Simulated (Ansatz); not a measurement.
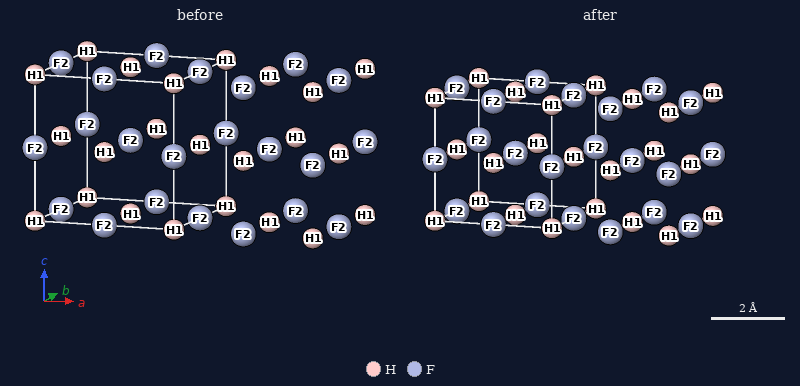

The structure of solid HF (built on the LiH-225 type type) before (left) and after (right) a relaxation, at one scale.

The picture is a ball-and-stick view of the conventional cell (4 times the calculation's cell), repeated 2 × 1 × 1 with one cell outlined, seen slightly off an axis. Lengths and directions refer to the drawn axes.

These are results of DFT, PBEsol, plane waves, PAW (Ansatz 0.2.0), not measurements. (plane-wave cutoff 420 eV; k-point mesh 8 × 8 × 8; occupations fermi dirac; smearing width 0.03 eV; no spin polarisation; cell and atoms relaxed; force threshold 0.01 eV/Å; at most 120 steps)

### Describe what moved and what it gained.

The atoms keep their places relative to the cell (all moves are under 0.005 Å). The volume changes by −40.4 %, with a = b = c 4.086 → 3.439 Å (−15.8 %). The space group stays Fm-3m (No. 225). The energy falls by 450 meV per atom in 8 accepted moves (11 points after the start). All forces vanish by symmetry, so only the cell relaxes. The pressure goes from −26.73 to −0.01 GPa. The SCF was repeated 3 times at an unchanged geometry on a basis and grid sized afresh for the cell, which shifted the energy by 3.4 meV per atom at most. The run took 3.2 s on 2 threads of Arm Neoverse V1 (shared host), peak memory 0.25 GiB.
